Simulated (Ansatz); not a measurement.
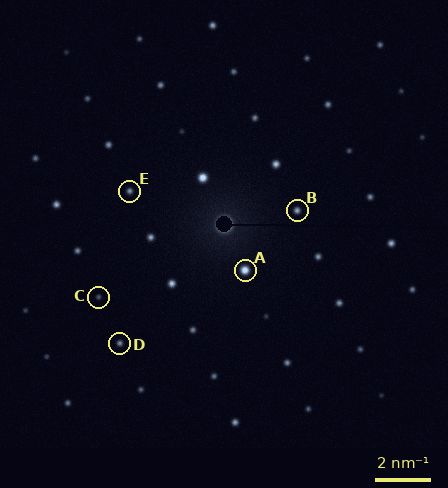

Kinematic zone-axis pattern, calculated for 200 keV electrons with B = 0.8 Å². The zone axis points towards the electron source and the pattern is seen from the source side.

S, space group R-3 (No. 148), a = 12.63 Å, c = 6.11 Å (hexagonal axes). Structure: the input geometry of an electronic-structure calculation (not necessarily at equilibrium).

```json
{"atom": "S", "site": "18f", "symmetry": "1", "x": "0.1644", "y": "0.1283", "z": "0.4270"}
```

Spot A is indexed 0 -1 1 and spot B 3 -3 0.

> Index the other marked spots.

C = A − 2B = -6 5 1 (d = 1.870 Å). D = 2A − 2B = -6 4 2 (d = 1.711 Å). E = −A − B = -3 4 -1 (d = 2.716 Å).

> Which zone axis is this?

The cross product of A and B is parallel to [111]; every spot obeys hu + kv + lw = 0.

> What are the spacings of A and B and the angle between them?

d(A) = 5.332 Å, d(B) = 3.645 Å, and the angle is 75.9°.
